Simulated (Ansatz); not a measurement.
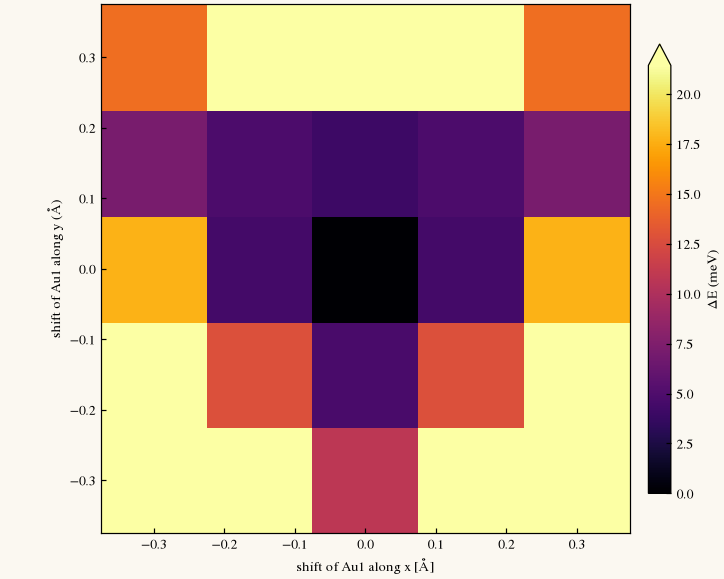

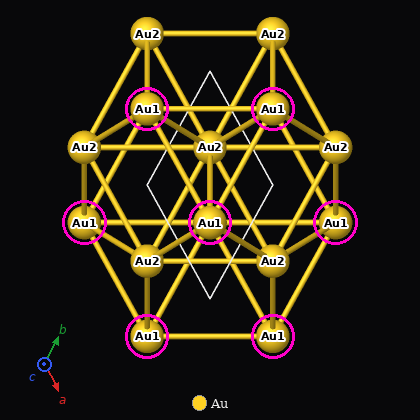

Energy landscape of Au (Cmcm, No. 63; 2 atoms in the cell). 
- Atom Au1 is moved over a plane while all other atoms and the cell stay fixed (its periodic images move with it) (x along [1 0 0], y along [0 1 0], z along [0 0 1] of the conventional cell).
- Coordinates scanned: (1) shift of Au1 along x; (2) shift of Au1 along y.
- Grid: 5 × 5 points; 15 points were computed and 10 follow by symmetry.
- Points are written as (first, second).
- All energies are given in meV per cell relative to the lowest grid point.
- The reference cell is the one listed in the database, not relaxed at this level.
- All numbers below come from Ansatz, DFT PBEsol, scalar-relativistic, plane waves, PAW. Settings: cutoff 420 eV, k-mesh 20×20×10 in the order of the run's cell vectors, gaussian smearing 0.15 eV, no spin polarisation.

The picture shows one coloured cell a grid point, one colour for all values above the top of the scale. The second picture is the structure at the lowest point

> Where are the wells?

The lowest grid point is at (0.00 Å, 0.00 Å). No other kind of well shows on this grid. The highest grid point, (−0.30 Å, −0.30 Å), lies 59.3 meV above the lowest. Near the minimum the curvatures are about 0.33 and 0.44 eV/Å² along the soft and the stiff direction.
